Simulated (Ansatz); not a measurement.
# Two runs on MoS2

System: MoS2 (9 atoms in the cell).
Method of run 1: DFT PBEsol, scalar-relativistic, plane waves, PAW, no spin polarisation (Ansatz 0.2.0).

The structure derives from a Materials Project entry. Text and figures count atoms from 1; the logs count them from 0 in places.

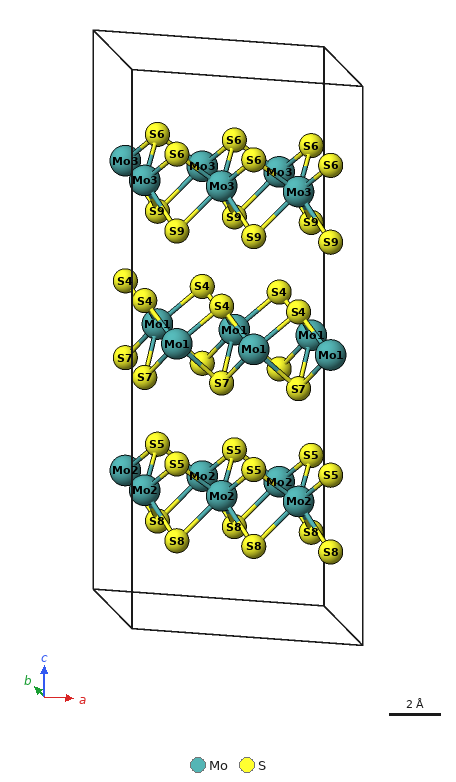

The structure (ball-and-stick view of the 3 × 2 repeat of the cell, with the vacuum cut short, seen slightly off an axis; atoms are numbered from 1 in the order of the input). An atom can appear more than once, as a periodic image.

The input, run 1:
```yaml
crystal:
  lattice:
    - [3.1407285108, 0.0, 0.0]
    - [-1.5703642554, 2.7199506767, 0.0]
    - [0.0, 0.0, 28.0139064959]
  atoms:
    - { symbol: Mo, position: [0.6666666667, 0.3333333333, 0.0] }
    - { symbol: Mo, position: [0.3333333333, 0.6666666667, 0.775531177] }
    - { symbol: Mo, position: [0.3333333333, 0.6666666667, 0.224468823] }
    - { symbol: S, position: [0.3333333333, 0.6666666667, 0.0503064171] }
    - { symbol: S, position: [0.6666666667, 0.3333333333, 0.8258424024] }
    - { symbol: S, position: [0.6666666667, 0.3333333333, 0.2747297624] }
    - { symbol: S, position: [0.3333333333, 0.6666666667, 0.9389846159] }
    - { symbol: S, position: [0.6666666667, 0.3333333333, 0.7145612706] }
    - { symbol: S, position: [0.6666666667, 0.3333333333, 0.1634486306] }
basis:
  ecutwfc: 420
kpoints:
  mp_grid: { grid: [12, 12, 1] }
hamiltonian:
  xc: pbesol
scf:
  occupations: { method: gaussian, width: 0.05 }
output:
  forces: true
  stress: true
  eigenvalues: true
```

Launched with:
```bash
ansatz run input.yaml --threads 2 --pin off --max-ram 5120MiB --backend cpu --events-out ev --progress --plain --runs-dir out
```

Hardware: 2 threads of Intel Xeon @ 2.50GHz (Skylake/Cascade Lake), 189 GiB of memory available, shared host.

Output, shortened to warnings, some set-up lines, iterations and results (run 1):
```
Basis set: ecut = 420 eV, 4665 PW (Γ), exchange–correlation on 48×48×384 points (8 copies of the dense FFT grid, shifted against one another)
Symmetry: 6 space group operations
k-points: 19 of 144 (time reversal used)
Initial density: superposition of atomic densities (neutral atoms: chi_scale 0, normalization atom), corrected by the library's trained network
[...]
SCF iter   1: F=—  HF=-20009.448066 eV  |F-HF|=—  |Δ(HF+E_count)|=         —  Δρ=5.87e-3  dr2=2.01e-1  ethr=1.77e-3  ⟨swp⟩=9.2  Hψ=4404  notcnv=0
SCF iter   2: F=—  HF=-20009.439763 eV  |F-HF|=—  |Δ(HF+E_count)|=   8.30e-3  Δρ=3.43e-3  dr2=4.24e-2  ethr=2.58e-4  ⟨swp⟩=2.3  Hψ=1362  notcnv=0  defer=59
SCF iter   3: F=—  HF=-20009.437291 eV  |F-HF|=—  |Δ(HF+E_count)|=   2.47e-3  Δρ=1.86e-3  dr2=1.02e-2  ethr=5.43e-5  ⟨swp⟩=2.0  Hψ=1237  notcnv=0  defer=40
SCF iter   4: F=—  HF=-20009.437860 eV  |F-HF|=—  |Δ(HF+E_count)|=   5.69e-4  Δρ=9.20e-4  dr2=5.00e-3  ethr=1.30e-5  ⟨swp⟩=2.0  Hψ=1243  notcnv=0  defer=2
SCF iter   5: F=—  HF=-20009.437307 eV  |F-HF|=—  |Δ(HF+E_count)|=   5.53e-4  Δρ=2.36e-4  dr2=5.24e-4  ethr=6.41e-6  ⟨swp⟩=2.1  Hψ=1216  notcnv=0  defer=2
SCF iter   6: F=—  HF=-20009.437210 eV  |F-HF|=—  |Δ(HF+E_count)|=   9.77e-5  Δρ=1.44e-4  dr2=1.56e-4  ethr=6.72e-7  ⟨swp⟩=2.0  Hψ=1325  notcnv=0  defer=2
SCF iter   7: F=—  HF=-20009.437185 eV  |F-HF|=—  |Δ(HF+E_count)|=   2.46e-5  Δρ=5.92e-5  dr2=1.42e-5  ethr=2.00e-7  ⟨swp⟩=2.0  Hψ=1232  notcnv=0  defer=1
SCF iter   8: F=—  HF=-20009.437150 eV  |F-HF|=—  |Δ(HF+E_count)|=   3.44e-5  Δρ=2.79e-5  dr2=4.11e-6  ethr=1.82e-8  ⟨swp⟩=2.4  Hψ=1365  notcnv=0  defer=1
SCF iter   9: F=—  HF=-20009.437151 eV  |F-HF|=—  |Δ(HF+E_count)|=   1.59e-7  Δρ=8.87e-6  dr2=4.38e-7  ethr=5.26e-9  ⟨swp⟩=2.1  Hψ=1225  notcnv=0  defer=1
SCF iter  10: F=—  HF=-20009.437151 eV  |F-HF|=—  |Δ(HF+E_count)|=   1.03e-7  Δρ=5.60e-6  dr2=2.71e-7  ethr=1.28e-10  ⟨swp⟩=8.2  Hψ=3777  notcnv=0
SCF iter  11: F=-20009.437151 eV  HF=-20009.437151 eV  |F-HF|=5.32e-8  |Δ(HF+E_count)|=   4.29e-9  Δρ=2.70e-6  dr2=8.14e-8  ethr=1.28e-10  ⟨swp⟩=3.3  Hψ=3385  notcnv=0
SCF 1 converged in 11 iterations: F = -20009.437151 eV  dr2 = 8.14e-8
SCF converged after 11 iterations
Free energy (F): -20009.437151 eV
Harris-Foulkes:  -20009.437151 eV  (|F-HF|=5.32e-8)
Internal energy: -20009.437151 eV  (E = F + TS)
E sigma→0 (E₀):  -20009.437151 eV
Fermi energy:    5.880069 eV
--- Per-component energies (eV) ---
  E_band       = -889.614111
  E_kinetic    = 1972.811175
  E_local      = -42729.924643  (includes V_loc(G=0)·N_el)
  E_nonlocal   = 605.050820
  E_hartree    = 20470.977736
  E_xc         = -1127.807073
  E_vxc        = -1214.697558  (∫ρ·V_xc dr)
  E_paw        = -12936.180008  (= ΣΔE_a)
  E_vpaw       = -464.774590  (= ΣTr[D̂ρ^β])
  E_aug_tail   = 0.000130  (compensation charges beyond the density's cutoff)
  E_ewald      = 13734.635118
  E_core_change = 0.999594  (= ΣΔE_core)
  E_smearing   = -0.000000  (= −TS)
  E_closure    = -0.000000  (closes the sum)
  Σ components = -20009.437151   (vs F -20009.437151, Δ=0.00e0)
--- Forces (eV/Å), atoms counted from 1 ---
  atom   1  Mo    -0.00000000     0.00000000    -4.59023151
  atom   2  Mo    -0.00000000    -0.00000000    -4.61167611
  atom   3  Mo    -0.00000000    -0.00000000    -4.62467961
  atom   4  S      0.00000000     0.00000000     2.70254811
  atom   5  S      0.00000000    -0.00000000     2.70435516
  atom   6  S      0.00000000    -0.00000000     2.72789646
  atom   7  S      0.00000000     0.00000000     1.88763881
  atom   8  S      0.00000000    -0.00000000     1.91318794
  atom   9  S      0.00000000    -0.00000000     1.89094280
  max |Σ_I F_I| component: 1.79e-5 eV/Å
--- Stress (GPa, compression-positive) ---
        1.603678       0.000000       0.000000
       -0.000000       1.603678       0.000000
        0.000000       0.000000       1.110241
  P = ⅓ Tr σ = 1.4392 GPa (14.392 kbar)
```

The input of run 2 differs as follows (lines with − go, lines with + come):
```diff
-    - { symbol: S, position: [0.3333333333, 0.6666666667, 0.0503064171] }
-    - { symbol: S, position: [0.6666666667, 0.3333333333, 0.8258424024] }
-    - { symbol: S, position: [0.6666666667, 0.3333333333, 0.2747297624] }
-    - { symbol: S, position: [0.3333333333, 0.6666666667, 0.9389846159] }
-    - { symbol: S, position: [0.6666666667, 0.3333333333, 0.7145612706] }
-    - { symbol: S, position: [0.6666666667, 0.3333333333, 0.1634486306] }
+    - { symbol: S, position: [0.3333333333, 0.6666666667, 0.0538760728] }
+    - { symbol: S, position: [0.6666666667, 0.3333333333, 0.8294120581] }
+    - { symbol: S, position: [0.6666666667, 0.3333333333, 0.2782994181] }
+    - { symbol: S, position: [0.3333333333, 0.6666666667, 0.9425542716] }
+    - { symbol: S, position: [0.6666666667, 0.3333333333, 0.7181309263] }
+    - { symbol: S, position: [0.6666666667, 0.3333333333, 0.1670182863] }
```

What does this change do to the results?

With the same functional and potentials, run 2 lies 103.2 meV per atom lower. The gap on the mesh goes from 0.62 to 1.12 eV. The pressure goes from 1.44 to 0.18 GPa. The largest force goes from 4.625 to 1.563 eV/Å. The SCF takes 10 iterations against 11.

Output, shortened to warnings, some set-up lines, iterations and results (run 2):
```
Basis set: ecut = 420 eV, 4665 PW (Γ), exchange–correlation on 48×48×384 points (8 copies of the dense FFT grid, shifted against one another)
Symmetry: 6 space group operations
k-points: 19 of 144 (time reversal used)
Initial density: superposition of atomic densities (neutral atoms: chi_scale 0, normalization atom), corrected by the library's trained network
[...]
SCF iter   1: F=—  HF=-20010.367930 eV  |F-HF|=—  |Δ(HF+E_count)|=         —  Δρ=5.90e-3  dr2=1.51e-1  ethr=1.77e-3  ⟨swp⟩=9.5  Hψ=4492  notcnv=0
SCF iter   2: F=—  HF=-20010.363840 eV  |F-HF|=—  |Δ(HF+E_count)|=   4.09e-3  Δρ=3.22e-3  dr2=2.26e-2  ethr=1.94e-4  ⟨swp⟩=2.5  Hψ=1418  notcnv=0  defer=52
SCF iter   3: F=—  HF=-20010.364738 eV  |F-HF|=—  |Δ(HF+E_count)|=   8.98e-4  Δρ=1.75e-3  dr2=4.63e-3  ethr=2.90e-5  ⟨swp⟩=2.0  Hψ=1224  notcnv=0  defer=33
SCF iter   4: F=—  HF=-20010.366183 eV  |F-HF|=—  |Δ(HF+E_count)|=   1.44e-3  Δρ=7.20e-4  dr2=1.81e-3  ethr=5.93e-6  ⟨swp⟩=2.0  Hψ=1289  notcnv=0  defer=33
SCF iter   5: F=—  HF=-20010.366225 eV  |F-HF|=—  |Δ(HF+E_count)|=   4.23e-5  Δρ=1.67e-4  dr2=1.22e-4  ethr=2.32e-6  ⟨swp⟩=2.1  Hψ=1211  notcnv=0  defer=33
SCF iter   6: F=—  HF=-20010.366227 eV  |F-HF|=—  |Δ(HF+E_count)|=   2.38e-6  Δρ=6.26e-5  dr2=3.04e-5  ethr=1.57e-7  ⟨swp⟩=2.1  Hψ=1350  notcnv=0  defer=33
SCF iter   7: F=—  HF=-20010.366275 eV  |F-HF|=—  |Δ(HF+E_count)|=   4.79e-5  Δρ=3.26e-5  dr2=5.90e-6  ethr=3.89e-8  ⟨swp⟩=2.2  Hψ=1280  notcnv=0  defer=32
SCF iter   8: F=—  HF=-20010.366275 eV  |F-HF|=—  |Δ(HF+E_count)|=   1.39e-7  Δρ=1.36e-5  dr2=1.48e-6  ethr=7.56e-9  ⟨swp⟩=2.0  Hψ=1262  notcnv=0  defer=32
SCF iter   9: F=—  HF=-20010.366275 eV  |F-HF|=—  |Δ(HF+E_count)|=   2.42e-8  Δρ=8.12e-6  dr2=4.52e-7  ethr=1.89e-9  ⟨swp⟩=2.1  Hψ=1239  notcnv=0  defer=32
SCF iter  10: F=-20010.366275 eV  HF=-20010.366275 eV  |F-HF|=2.10e-9  |Δ(HF+E_count)|=   1.84e-8  Δρ=2.73e-6  dr2=4.78e-8  ethr=1.28e-10  ⟨swp⟩=10.2  Hψ=4358  notcnv=0
SCF 1 converged in 10 iterations: F = -20010.366275 eV  dr2 = 4.78e-8
SCF converged after 10 iterations
Free energy (F): -20010.366275 eV
Harris-Foulkes:  -20010.366275 eV  (|F-HF|=2.10e-9)
Internal energy: -20010.366275 eV  (E = F + TS)
E sigma→0 (E₀):  -20010.366275 eV
Fermi energy:    5.908652 eV
--- Per-component energies (eV) ---
  E_band       = -888.452098
  E_kinetic    = 1970.344553
  E_local      = -42724.048782  (includes V_loc(G=0)·N_el)
  E_nonlocal   = 604.354360
  E_hartree    = 20469.708318
  E_xc         = -1127.410261
  E_vxc        = -1214.186394  (∫ρ·V_xc dr)
  E_paw        = -12935.803839  (= ΣΔE_a)
  E_vpaw       = -464.288715  (= ΣTr[D̂ρ^β])
  E_aug_tail   = 0.000099  (compensation charges beyond the density's cutoff)
  E_ewald      = 13731.489682
  E_core_change = 0.999594  (= ΣΔE_core)
  E_smearing   = -0.000000  (= −TS)
  E_closure    = -0.000000  (closes the sum)
  Σ components = -20010.366275   (vs F -20010.366275, Δ=0.00e0)
--- Forces (eV/Å), atoms counted from 1 ---
  atom   1  Mo    -0.00000000     0.00000000    -1.55326631
  atom   2  Mo    -0.00000000    -0.00000000    -1.56218753
  atom   3  Mo    -0.00000000    -0.00000000    -1.56276841
  atom   4  S      0.00000000     0.00000000     0.82382958
  atom   5  S      0.00000000    -0.00000000     0.82633810
  atom   6  S      0.00000000    -0.00000000     0.83323016
  atom   7  S      0.00000000     0.00000000     0.72942352
  atom   8  S      0.00000000    -0.00000000     0.73651374
  atom   9  S      0.00000000    -0.00000000     0.72886081
  max |Σ_I F_I| component: 2.64e-5 eV/Å
--- Stress (GPa, compression-positive) ---
        0.199350       0.000000       0.000000
        0.000000       0.199350       0.000000
        0.000000       0.000000       0.139242
  P = ⅓ Tr σ = 0.1793 GPa (1.793 kbar)
```

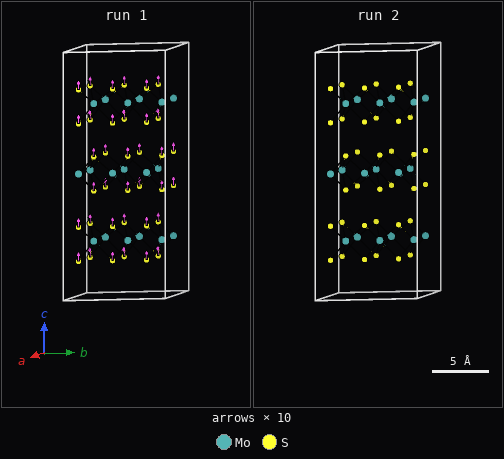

The two input geometries at one scale (ball-and-stick view of the 2 × 3 repeat of the cell, with the vacuum cut short, seen slightly off an axis). The pink arrows on the first give the shifts of the atoms relative to the cell, magnified 10 times. The largest moves, 0.10 Å, are those of S atoms. Mo stays in place. The lattice vectors keep their values. Among the contacts that change: Mo–S 2.492 → 2.424 Å, Mo–S 2.296 → 2.358 Å.

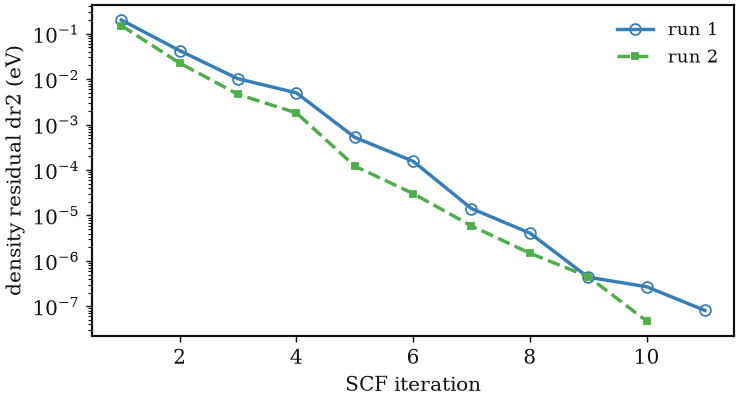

Convergence of the two runs: density residual dr2 against the SCF iteration. Run 1 takes 11 iterations in all, and run 2 takes 10.

The two runs side by side:

```csv
quantity,run 1,run 2
outcome,converged,converged
free energy per atom (eV),−2223.2708,−2223.3740
gap on the mesh (eV),0.62,1.12
pressure (GPa),1.44,0.18
largest force (eV/Å),4.625,1.563
SCF iterations,11,10
irreducible k-points,19,19
plane waves at Γ,4665,4665
wall time (shared host),22 s,19 s
```
